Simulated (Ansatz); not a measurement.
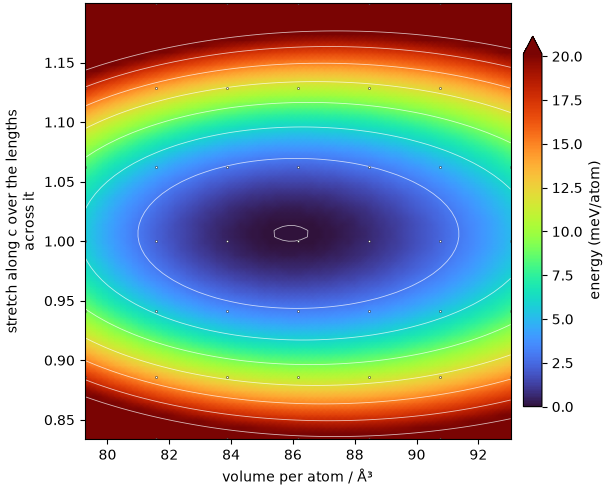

Energy landscape of Rb (Cmcm, No. 63; 2 atoms in the cell). 
- The energy is mapped over volume and the cell's shape.
- Coordinates scanned: (1) volume per atom; (2) stretch along c over the lengths across it, relative to the relaxed cell.
- Nothing is relaxed (fractional coordinates fixed).
- Grid: 7 × 7 points.
- Points are written as (first, second).
- Energies are in meV/atom, from the lowest grid point.
- Level of theory: Ansatz 0.2.0, DFT PBE+D3(BJ), scalar-relativistic, plane waves, PAW. Settings: cutoff 420 eV, k-mesh 12×12×6 in the order of the run's cell vectors, gaussian smearing 0.15 eV, no spin polarisation.

The picture shows a smooth colour map with a few white contour lines, dots at the grid points, one colour for all values above the top of the scale. Between grid points the surface is interpolated. 

Summarise what can be read from the map.

The lowest grid point is at (86.15 Å³, 1.000). It is the only kind of minimum in the scanned range. The highest grid point, (79.26 Å³, 1.200), lies 35.5 meV/atom above the lowest. Round the minimum the two coordinates are nearly uncoupled.

Each point was launched as `ansatz run input.yaml --threads 1 --pin off --max-ram 2048MiB --backend cpu --events-out ev --progress --plain --runs-dir out`. The whole map (49 points run) took 14 min on 1 thread of Arm Neoverse V2, with other jobs on the host.
